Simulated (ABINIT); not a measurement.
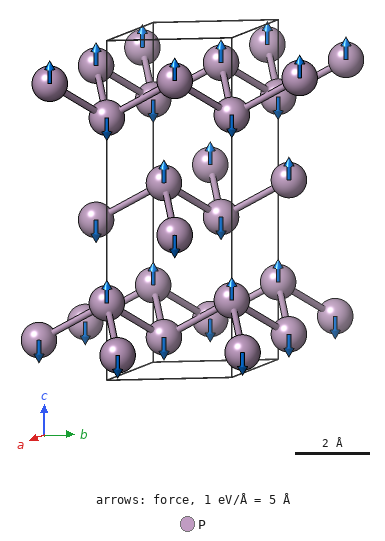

Starting geometry of a crystal of P (set up in R-3m) with the computed forces as blue arrows. The picture is a ball-and-stick view of the conventional cell (3 times the calculation's cell), seen slightly off an axis. Lengths and directions refer to the drawn axes.

The run lets cell and atoms move.

Computed with Kohn-Sham DFT of a periodic cell, LDA, PseudoDojo NC SR LDA v0.4.1 standard in ABINIT.

Input file:
```
# Pseudopotentials
pp_dirpath "./"
pseudos "P.upf"

# Structure
acell 3*1.0
rprim
     3.2611479528     1.8828246485     5.9142380806
    -3.2611479528     1.8828246485     5.9142380806
     0.0000000000    -3.7656492968     5.9142380806
ntypat 1
znucl 15
natom 2
typat 1 1
chkprim 0
chksymtnons 0
tolsym 1.0e-6
xred
   0.7729197500   0.7729197500   0.7729197500
   0.2270802500   0.2270802500   0.2270802500

# Plane-wave basis
ecut 653.073270 eV
ecutsm 0.5

# k points
kptopt 1
ngkpt 7 7 7
nshiftk 1
shiftk 0.0 0.0 0.0

# Exchange and correlation
ixc 7

# Bands and occupations
nband 9
occopt 3
tsmear 0.05 eV

# SCF cycle
nstep 80
tolvrs 1.0e-12

# Output
iomode 3
prteig 0
prtebands 0
prtwf 0
prtden 0

# Relaxation
ionmov 2
optcell 2
ntime 50
tolmxf 2.0e-5
dilatmx 1.08
```

Launched with:
```bash
abinit run.abi > log 2>&1
```

Is this structure relaxed? If not, where do the atoms go?

It isn't relaxed: the largest force vector, on P atoms, is 0.13 eV/Å. The atoms end up moving mostly along the starting forces (cosine between the two patterns 1.00). After 10 geometry steps the energy has fallen by 17.2 meV per atom. The largest force component goes from 0.13 to 0.00032 eV/Å. The pressure goes from −3.35 to 0.00 GPa. The largest moves relative to the cell, 0.042 Å, are those of P atoms. The drawn cell changes as follows: a = b 3.451 → 3.423 Å (−0.8 %), c 9.389 → 8.885 Å (−5.4 %); the volume changes by −6.9 %. The space group stays R-3m (No. 166).

Limits of the set-up: layers or molecules are held without a dispersion correction, so their spacing is unreliable.
